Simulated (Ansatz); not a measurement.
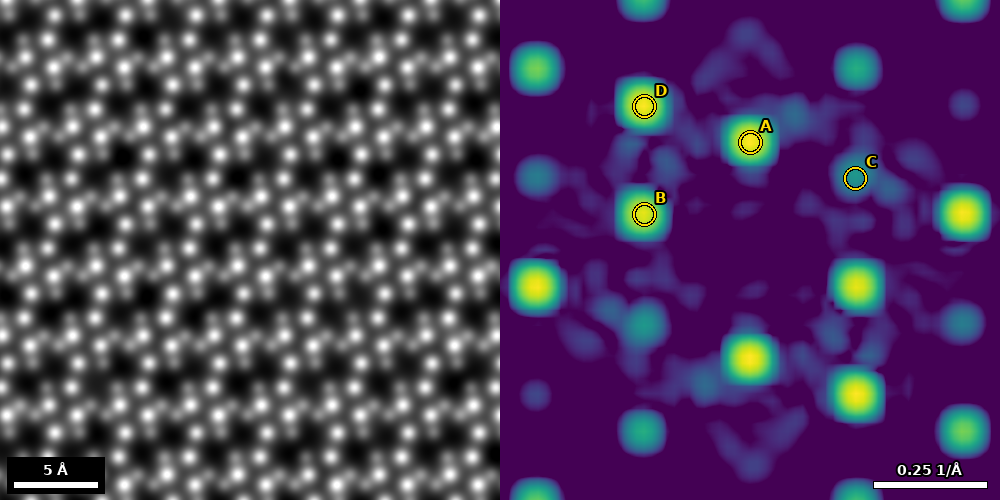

Integrated-DPC-like image of B (R-3m, No. 166) along [100]. Simulated as the projected potential of neutral atoms (B = 0.8 Å²) blurred by a 0.50 Å probe, the thin-sample limit of integrated differential phase contrast. The speckle of an amorphous layer was added. Model: coordinates from a relaxation at fixed volume with DFT r2SCAN, scalar-relativistic, plane waves, PAW in Ansatz.

The right panel is the modulus of the image's Fourier transform on a logarithmic scale.

a = 4.901 Å, b = 4.901 Å, c = 12.522 Å, α = 90.00°, β = 90.00°, γ = 120.00°

### Index the marked spots and give their plane spacings (the zone axis points at the viewer; indices equivalent by symmetry, or all signs reversed, are as good).

A: (003), d = 4.17 Å; B: (0 -1 1), d = 4.02 Å; C: (012), d = 3.51 Å; D: (0 -1 4), d = 2.52 Å. A and B enclose 71°, and every spot obeys the zone law hu + kv + lw = 0 for [100].
